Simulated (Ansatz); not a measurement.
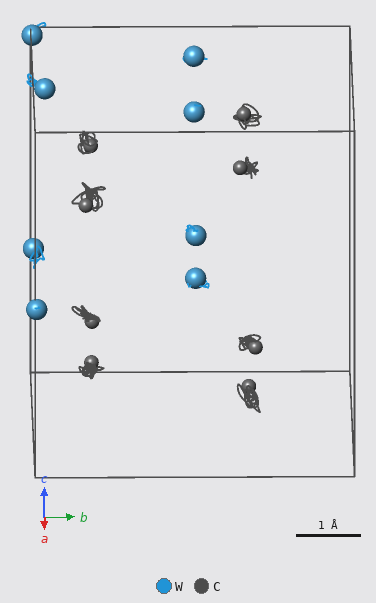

First-principles dynamics of a 16-atom cell of WC, 450 fs long. It starts from the last geometry of an earlier run, with fresh velocities. Lines trace each atom's path, in the colour of its element; spheres stand at the starting positions. Seen from a free direction in the simulation cell.

All numbers below come from Ansatz 0.2.0, DFT PBE-D3(BJ), scalar-relativistic, plane waves, PAW. Run with plane-wave cutoff 420 eV; k-point mesh 2 × 2 × 2; Fermi-Dirac smearing 0.24 eV; Langevin thermostat (NVT); set temperature 2240 K, then to 300 K over 225 steps, then to 300 K over 75 steps; time step 1.5 fs; friction 0.02 per fs.

**Describe the motion.**

In the second half of the run the atoms are, in the root-mean-square, this far from where they began (common drift taken out): C 0.21 Å, W 0.13 Å. That is small against the typical shortest distance between atoms in the first frame, about 2.0 Å: the atoms vibrate about their sites and the arrangement holds.

Limits of the set-up: the k-point mesh is coarse for a cell with partly filled bands.

PAW datasets: the set soft_1.
